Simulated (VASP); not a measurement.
# Run report: HgTe, single-point calculation

The run: single-point calculation of HgTe (F-43m, 2 atoms in the cell). Method and program: DFT, plane waves, PAW, settings varied from a PBE run (VASP 6.6.1).

The structure was built on a prototype by a generator. Some settings of this run were made unusual or wrong on purpose. The geometry comes from this level: r2SCAN (a point of a series of strains).

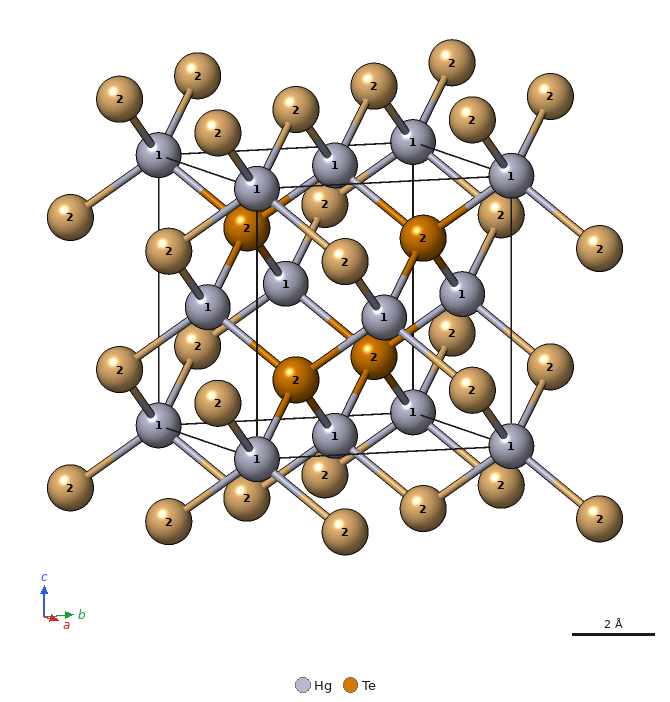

**Figure 1.** The structure (ball-and-stick view of the cell 4 times as large as that of the calculation, set on its symmetry axes, seen slightly off an axis; neighbours outside the cell are drawn fainter; atoms are numbered from 1 in the order of the input). An atom can appear more than once, as a periodic image.

INCAR:
```
ENCUT = 520.000000
SIGMA = 0.020000
EDIFF = 1.00e-07
GGA = PE
PREC = Accurate
IBRION = -1
ISIF = 2
ISMEAR = -1
NBANDS = 16
NSW = 0
LASPH = .TRUE.
LCHARG = .FALSE.
LWAVE = .FALSE.
LREAL = .FALSE.
NELM = 83
LDAU = .TRUE.
LDAUTYPE = 2
LDAUL = 2 2 2
LDAUU = 4 4 4
```

KPOINTS:
```
KPOINTS created by Atomic Simulation Environment
0
Gamma
6 6 6
0 0 0
```

POSCAR:
```
Hg Te
 1.0000000000000000
     0.0000000000000000    3.3549410439999998    3.3549410439999998
     3.3549410439999998    0.0000000000000000    3.3549410439999998
     3.3549410439999998    3.3549410439999998    0.0000000000000000
 Hg  Te
   1   1
Cartesian
  0.0000000000000000  0.0000000000000000  0.0000000000000000
  1.6774705220000004  1.6774705220000004  1.6774705220000004
```

Machine: 1 CPU thread, shared host.

Command:
```bash
mpirun -np 1 vasp_std
```

OSZICAR:
```
N       E                     dE             d eps       ncg     rms          rms(c)
DAV:   1     0.105310985288E+03    0.10531E+03   -0.80040E+03   512   0.956E+02
DAV:   2     0.111342934398E+01   -0.10420E+03   -0.99392E+02   608   0.219E+02
DAV:   3    -0.281749945254E+01   -0.39309E+01   -0.39252E+01   608   0.466E+01
DAV:   4    -0.285363007110E+01   -0.36131E-01   -0.36129E-01   768   0.411E+00
DAV:   5    -0.285370864105E+01   -0.78570E-04   -0.78570E-04   664   0.183E-01    0.672E+00
DAV:   6    -0.270611622265E+01    0.14759E+00   -0.33756E-01   592   0.647E+00    0.465E+00
DAV:   7    -0.271134613653E+01   -0.52299E-02   -0.86395E-02   560   0.194E+00    0.156E+00
DAV:   8    -0.271318823323E+01   -0.18421E-02   -0.11014E-02   592   0.115E+00    0.486E-01
DAV:   9    -0.271369989506E+01   -0.51166E-03   -0.83903E-04   624   0.275E-01    0.115E-01
DAV:  10    -0.271374120110E+01   -0.41306E-04   -0.10967E-04   608   0.115E-01    0.497E-02
DAV:  11    -0.271376252211E+01   -0.21321E-04   -0.38502E-05   592   0.485E-02    0.339E-02
DAV:  12    -0.271376235142E+01    0.17069E-06   -0.15990E-06   680   0.921E-03    0.127E-02
DAV:  13    -0.271376258052E+01   -0.22910E-06   -0.25496E-06   600   0.967E-03    0.173E-02
DAV:  14    -0.271376256961E+01    0.10915E-07   -0.36570E-07   672   0.466E-03
   1 F= -.27137626E+01 E0= -.27135854E+01  d E =-.354257E-03
```

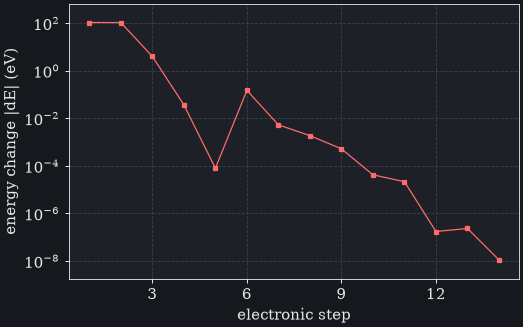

**Figure 2.** Convergence of the self-consistent field: energy change |dE| against the electronic step. It takes 14 electronic steps. The density is held fixed in the first few steps, and dE rises again when its update begins.

Parts of OUTCAR:
```
k-points           NKPTS =     16   k-points in BZ     NKDIM =     16   number of bands    NBANDS=     16

   NELECT =      18.0000    total number of electrons

   dimension x,y,z NGX =    36 NGY =   36 NGZ =   36
   dimension x,y,z NGXF=    72 NGYF=   72 NGZF=   72

  energy-cutoff  :      520.00
  volume of cell :       75.52
      direct lattice vectors                 reciprocal lattice vectors
     0.000000000  3.354941044  3.354941044    -0.149033915  0.149033915  0.149033915
     3.354941044  0.000000000  3.354941044     0.149033915 -0.149033915  0.149033915
     3.354941044  3.354941044  0.000000000     0.149033915  0.149033915 -0.149033915

 k-points in reciprocal lattice and weights: KPOINTS created by Atomic Simulation Env
   0.00000000  0.00000000  0.00000000       0.005
   0.16666667  0.00000000  0.00000000       0.037
   0.33333333  0.00000000  0.00000000       0.037
   0.50000000  0.00000000  0.00000000       0.019
   0.16666667  0.16666667  0.00000000       0.028
   0.33333333  0.16666667  0.00000000       0.111
   0.50000000  0.16666667  0.00000000       0.111
  -0.33333333  0.16666667  0.00000000       0.111
  -0.16666667  0.16666667  0.00000000       0.056
   0.33333333  0.33333333  0.00000000       0.028
   0.50000000  0.33333333  0.00000000       0.111
  -0.33333333  0.33333333  0.00000000       0.056
   0.50000000  0.50000000  0.00000000       0.014
   0.50000000  0.33333333  0.16666667       0.111
  -0.33333333  0.33333333  0.16666667       0.111
  -0.33333333  0.50000000  0.16666667       0.056

 E-fermi :   1.8427

 k-point     1 :       0.0000    0.0000    0.0000
  band No.  band energies     occupation
      1      -9.2330      2.00000
      2      -6.3189      2.00000
      3      -6.3189      2.00000
      4      -6.3189      2.00000
      5      -5.9925      2.00000
      6      -5.9925      2.00000
      7       1.0982      2.00000
      8       1.8288      1.33354
      9       1.8288      1.33354
     10       1.8288      1.33354
     11       6.6106      0.00000
     12       6.6106      0.00000
     13       6.6106      0.00000
     14       8.4966      0.00000
     15      11.5590      0.00000
     16      11.5590      0.00000

 k-point     2 :       0.1667    0.0000    0.0000
  band No.  band energies     occupation
      1      -9.1534      2.00000
      2      -6.2975      2.00000
      3      -6.2975      2.00000
      4      -6.2254      2.00000
      5      -5.9938      2.00000
      6      -5.9938      2.00000
      7      -0.3357      2.00000
      8       1.6255      1.99996
      9       1.6255      1.99996
     10       2.6912      0.00000
     11       6.4536      0.00000
     12       6.9117      0.00000
     13       6.9117      0.00000
     14       9.7708      0.00000
     15      10.6177      0.00000
     16      10.6177      0.00000

 k-point     3 :       0.3333    0.0000    0.0000
  band No.  band energies     occupation
      1      -8.9978      2.00000
      2      -6.2598      2.00000
      3      -6.2598      2.00000
      4      -5.9905      2.00000
      5      -5.9905      2.00000
      6      -5.9225      2.00000
      7      -1.9716      2.00000
      8       1.2747      2.00000
      9       1.2747      2.00000
     10       2.8313      0.00000
     11       7.2271      0.00000
     12       7.2271      0.00000
     13       7.6525      0.00000
     14       9.6874      0.00000
     15      10.9169      0.00000
     16      10.9169      0.00000

 k-point     4 :       0.5000    0.0000    0.0000
  band No.  band energies     occupation
      1      -8.9234      2.00000
      2      -6.2442      2.00000
      3      -6.2442      2.00000
      4      -5.9849      2.00000
      5      -5.9849      2.00000
      6      -5.6568      2.00000
      7      -2.7502      2.00000
      8       1.1187      2.00000
      9       1.1187      2.00000
     10       2.7543      0.00000
     11       7.2406      0.00000
     12       7.2406      0.00000
     13       8.7085      0.00000
     14       9.7415      0.00000
     15      12.1007      0.00000
     16      12.1007      0.00000

 k-point     5 :       0.1667    0.1667    0.0000
  band No.  band energies     occupation
      1      -9.1270      2.00000
      2      -6.2762      2.00000
      3      -6.2762      2.00000
      4      -6.2251      2.00000
      5      -6.0029      2.00000
      6      -5.9838      2.00000
      7      -0.4503      2.00000
      8       1.3006      2.00000
      9       1.3006      2.00000
     10       3.2747      0.00000
     11       5.6593      0.00000
     12       7.4305      0.00000
     13       7.4305      0.00000
     14       9.3065      0.00000
     15      10.3992      0.00000
     16      11.7601      0.00000

 k-point     6 :       0.3333    0.1667    0.0000
  band No.  band energies     occupation
      1      -8.9977      2.00000
      2      -6.2467      2.00000
      3      -6.2344      2.00000
      4      -6.0577      2.00000
      5      -5.9779      2.00000
      6      -5.9411      2.00000
      7      -1.6545      2.00000
      8       0.7835      2.00000
      9       0.9252      2.00000
     10       3.7211      0.00000
     11       5.8917      0.00000
     12       7.6703      0.00000
     13       7.9756      0.00000
     14       9.6606      0.00000
     15      11.3623      0.00000
     16      11.7792      0.00000

 k-point     7 :       0.5000    0.1667    0.0000
  band No.  band energies     occupation
      1      -8.8990      2.00000
      2      -6.2271      2.00000
      3      -6.2155      2.00000
      4      -6.0123      2.00000
      5      -5.9808      2.00000
      6      -5.6322      2.00000
      7      -2.6336      2.00000
      8       0.2837      2.00000
      9       0.8386      2.00000
     10       3.7396      0.00000
     11       6.6244      0.00000
     12       7.8852      0.00000
     13       8.2185      0.00000
     14      10.4529      0.00000
     15      11.5126      0.00000
     16      12.2373      0.00000

 k-point     8 :      -0.3333    0.1667    0.0000
  band No.  band energies     occupation
      1      -8.9233      2.00000
      2      -6.2323      2.00000
      3      -6.2285      2.00000
      4      -5.9972      2.00000
      5      -5.9967      2.00000
      6      -5.7216      2.00000
      7      -2.3927      2.00000
      8       0.1895      2.00000
      9       1.1029      2.00000
     10       3.7186      0.00000
     11       6.9228      0.00000
     12       7.5882      0.00000
     13       7.8541      0.00000
     14      10.5589      0.00000
     15      10.8079      0.00000
     16      11.9334      0.00000

 k-point     9 :      -0.1667    0.1667    0.0000
  band No.  band energies     occupation
      1      -9.0489      2.00000
      2      -6.2735      2.00000
      3      -6.2561      2.00000
      4      -6.0782      2.00000
      5      -6.0033      2.00000
      6      -5.9752      2.00000
      7      -1.2722      2.00000
      8       0.7180      2.00000
      9       1.5073      2.00000
     10       3.4306      0.00000
     11       6.4679      0.00000
     12       7.1276      0.00000
     13       7.3920      0.00000
     14       9.9232      0.00000
     15      10.8010      0.00000
     16      11.1179      0.00000

 k-point    10 :       0.3333    0.3333    0.0000
  band No.  band energies     occupation
      1      -8.9224      2.00000
      2      -6.1844      2.00000
      3      -6.1844      2.00000
      4      -6.0946      2.00000
      5      -5.9666      2.00000
      6      -5.8226      2.00000
      7      -2.0659      2.00000
      8       0.4845      2.00000
      9       0.4845      2.00000
     10       3.9247      0.00000
     11       5.0595      0.00000
     12       8.9134      0.00000
     13       9.1582      0.00000
     14       9.1582      0.00000
     15      12.3156      0.00000
     16      13.2714      0.00000

 k-point    11 :       0.5000    0.3333    0.0000
  band No.  band energies     occupation
      1      -8.8505      2.00000
      2      -6.1756      2.00000
      3      -6.1601      2.00000
      4      -6.0690      2.00000
      5      -5.9681      2.00000
      6      -5.5585      2.00000
      7      -2.6766      2.00000
      8      -0.0885      2.00000
      9       0.3559      2.00000
     10       4.1454      0.00000
     11       5.4758      0.00000
     12       8.6181      0.00000
     13       9.3859      0.00000
     14      10.3647      0.00000
     15      12.6047      0.00000
     16      13.1335      0.00000

 k-point    12 :      -0.3333    0.3333    0.0000
  band No.  band energies     occupation
      1      -8.8513      2.00000
      2      -6.1971      2.00000
      3      -6.1816      2.00000
      4      -6.0254      2.00000
      5      -5.9874      2.00000
      6      -5.4974      2.00000
      7      -2.7267      2.00000
      8      -0.4631      2.00000
      9       0.6344      2.00000
     10       4.2564      0.00000
     11       6.5740      0.00000
     12       8.6039      0.00000
     13       8.6267      0.00000
     14       9.3290      0.00000
     15      11.0909      0.00000
     16      13.6138      0.00000

 k-point    13 :       0.5000    0.5000    0.0000
  band No.  band energies     occupation
      1      -8.8266      2.00000
      2      -6.1345      2.00000
      3      -6.1345      2.00000
      4      -6.1055      2.00000
      5      -5.9579      2.00000
      6      -5.5027      2.00000
      7      -2.8667      2.00000
      8       0.1410      2.00000
      9       0.1410      2.00000
     10       3.8990      0.00000
     11       4.7725      0.00000
     12       9.8529      0.00000
     13      10.4973      0.00000
     14      10.4973      0.00000
     15      12.7747      0.00000
     16      13.3449      0.00000

 k-point    14 :       0.5000    0.3333    0.1667
  band No.  band energies     occupation
      1      -8.8986      2.00000
      2      -6.2101      2.00000
      3      -6.1976      2.00000
      4      -6.0405      2.00000
      5      -5.9789      2.00000
      6      -5.6954      2.00000
      7      -2.3454      2.00000
      8      -0.0165      2.00000
      9       0.6495      2.00000
     10       4.3041      0.00000
     11       6.1046      0.00000
     12       7.3128      0.00000
     13       9.0646      0.00000
     14       9.9390      0.00000
     15      12.0253      0.00000
     16      12.9496      0.00000

 k-point    15 :      -0.3333    0.3333    0.1667
  band No.  band energies     occupation
      1      -8.8513      2.00000
      2      -6.1981      2.00000
      3      -6.1814      2.00000
      4      -6.0227      2.00000
      5      -5.9896      2.00000
      6      -5.4962      2.00000
      7      -2.7416      2.00000
      8      -0.2971      2.00000
      9       0.4076      2.00000
     10       4.5210      0.00000
     11       6.6496      0.00000
     12       7.3911      0.00000
     13       9.2056      0.00000
     14       9.6075      0.00000
     15      12.1414      0.00000
     16      13.0349      0.00000

 k-point    16 :      -0.3333    0.5000    0.1667
  band No.  band energies     occupation
      1      -8.8275      2.00000
      2      -6.1693      2.00000
      3      -6.1592      2.00000
      4      -6.0518      2.00000
      5      -5.9781      2.00000
      6      -5.4411      2.00000
      7      -2.8380      2.00000
      8      -0.1151      2.00000
      9      -0.0601      2.00000
     10       4.6042      0.00000
     11       5.8238      0.00000
     12       8.3754      0.00000
     13       8.7313      0.00000
     14      10.8430      0.00000
     15      12.9841      0.00000
     16      13.0032      0.00000

  Total       -0.2567137     -0.2567137     -0.2567137     -0.0000000      0.0000000      0.0000000
  in kB       -5.4459653     -5.4459653     -5.4459653     -0.0000000      0.0000000      0.0000000
  external PRESSURE =      -5.4459653 kB  Pullay stress =       0.0000000 kB

 POSITION                                       TOTAL-FORCE (eV/Angst)
 -----------------------------------------------------------------------------------
      0.00000      0.00000      0.00000         0.000000      0.000000      0.000000
      1.67747      1.67747      1.67747        -0.000000     -0.000000     -0.000000
 -----------------------------------------------------------------------------------
    total drift:                               -0.000000     -0.000000     -0.000000

  FREE ENERGIE OF THE ION-ELECTRON SYSTEM (eV)
  ---------------------------------------------------
  free  energy   TOTEN  =        -2.7137625696 eV

  energy  without entropy=       -2.7134083129  energy(sigma->0) =       -2.71358544
```

What the run reported:

- outcome: converged
- space group (tolerance 0.01 Å): F-43m (216)
- electrons treated: 18
- free energy: −2.7138 eV
- Fermi energy: 1.843 eV
- band gap: none (metallic)
- pressure: −0.54 GPa
- largest force (length of the vector): under 0.001 eV/Å
- wall time: 15 s
- peak memory: 0.21 GiB

What went wrong:

Some settings of this run were drawn to be unusual or wrong (NELM = 83; LDAU = .TRUE.; LDAUTYPE = 2; LDAUL = 2 2 2; LDAUU = 4 4 4). It converged; results that depend on the unusual settings are not reference values.
